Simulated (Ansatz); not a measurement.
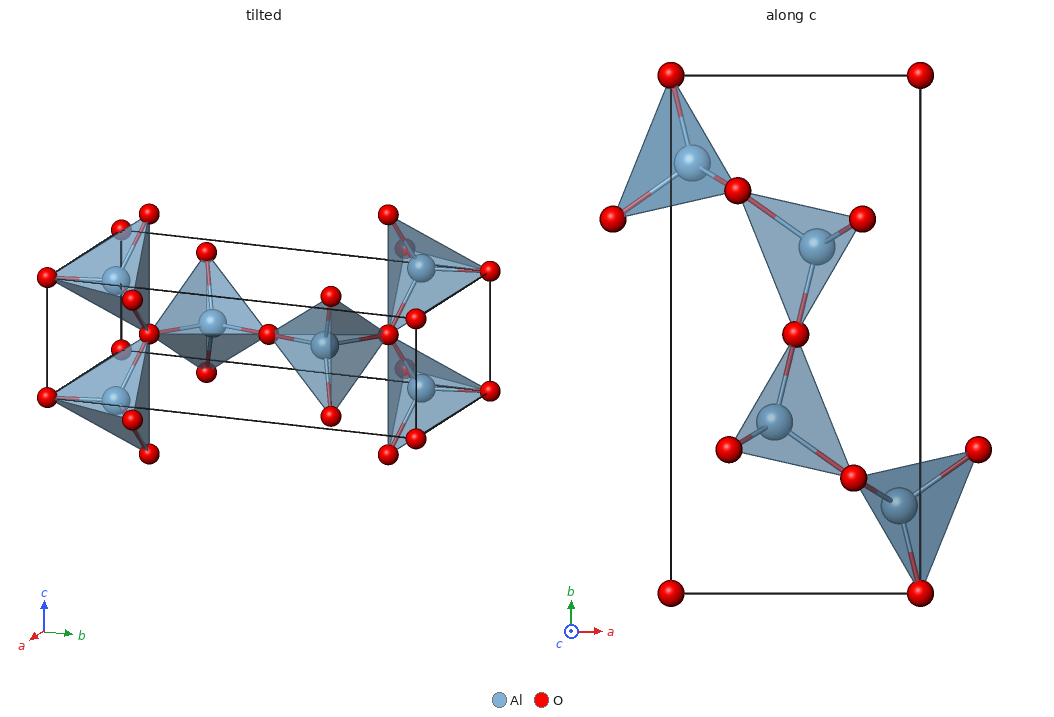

The crystal in a polyhedral representation, seen slightly off an axis and along the c axis. The conventional unit cell is outlined; an atom on or near a face, edge or corner is repeated at each equivalent position. Some neighbours outside the box are added.

Al2O3, space group Pnnm (No. 58), a = 4.627 Å, b = 9.609 Å, c = 2.996 Å, α = 90.00°, β = 90.00°, γ = 90.00°. The model was built from a structure listed in the Materials Project. Earlier steps of the study, as a rule a relaxation of our own, may have changed the cell and positions, so they can lie some per cent off the listed ones. It was run through Ansatz as a DFT input.

This one geometry was computed with Ansatz (DFT, plane waves, PAW) at four levels of theory: r2SCAN, PBE0, PBE and HSE06. It was relaxed beforehand with r2SCAN.

Which level gives the highest pressure at this volume, and what does that say about its equilibrium volume?

Highest: PBE (4.3 GPa), which points to the largest equilibrium volume. Lowest, with the smallest volume: r2SCAN (0.0 GPa), PBE0 (-0.2 GPa) and HSE06 (-0.1 GPa). Levels within 0.5 GPa of each other can't be told apart.

How does the band gap change with the level of theory?

PBE: a gap of 3.56 eV, direct; r2SCAN: a gap of 4.12 eV, direct; HSE06: a gap of 5.22 eV, direct; PBE0: a gap of 5.97 eV, direct.

Collect the results in a table.

| level | cutoff (eV) | k-mesh of the run's cell | gap (eV) | pressure (GPa) |
| --- | --- | --- | --- | --- |
| r2SCAN | 500 | 6×4×8 | 4.12 | 0.0 |
| PBE0 | 420 | 4×2×6 | 5.97 | -0.2 |
| PBE | 420 | 6×4×8 | 3.56 | 4.3 |
| HSE06 | 420 | 4×2×6 | 5.22 | -0.1 |

Gaps are taken on the k-mesh or band path of each run.
